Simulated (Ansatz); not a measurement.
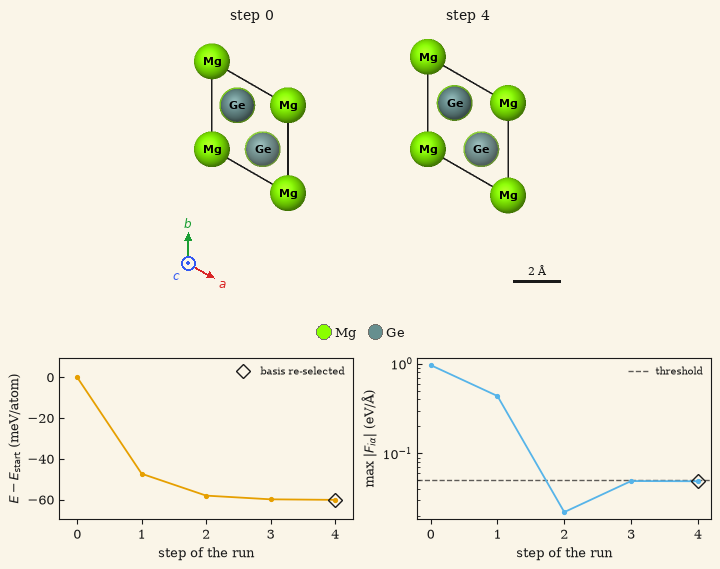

First and last geometry of a relaxation of a crystal of MgGe₂ (a generated structure, set up in R-3m) (coarse preliminary run), with the history of the run. The picture is a spheres-only view of the conventional cell (3 times the calculation's cell), seen along the c axis. Lengths and directions refer to the drawn axes.

Case: Ca → Mg on all its sites, cell and atoms relaxed.

These are results of DFT PBE, scalar-relativistic, plane waves, PAW in Ansatz 0.2.0, not measurements. (plane-wave cutoff 420 eV; k-point mesh 6 × 6 × 6; occupations gaussian; smearing width 0.1 eV; no spin polarisation; cell and atoms relaxed; force threshold 0.05 eV/Å; at most 60 steps)

> Read the history and describe the run.

It converged. Over 3 accepted moves (4 points after the start) the energy falls by 60.0 meV per atom. The largest force component goes from 0.96 to 0.049 eV/Å. The pressure goes from 5.06 to 0.19 GPa. At 1 point the geometry stayed and the basis and grid were re-selected for the new cell (energy shift of 0.3 meV per atom at most each time). The largest moves relative to the cell, 0.085 Å, are those of Ge atoms. Mg stays in place. Cell: a = b 3.782 → 3.982 Å (+5.3 %), c 14.879 → 14.125 Å (−5.1 %). Volume +5.2 %. Among the contacts that change: Ge–Ge 2.426 → 2.581 Å, Ge–Mg 3.008 → 2.941 Å, Ge–Mg 2.929 → 2.900 Å. The space group stays R-3m (No. 166).

```csv
step,"E − E(0), meV/atom","largest force component, eV/Å","pressure, GPa","volume, Å³/atom",note
0,0.00,0.9644,5.06,20.480,
1,-47.25,0.4362,1.17,21.407,
2,-57.97,0.0222,0.33,21.445,
3,-59.78,0.0492,0.17,21.554,
4,-60.05,0.0490,0.19,21.554,"same geometry, new basis"
```
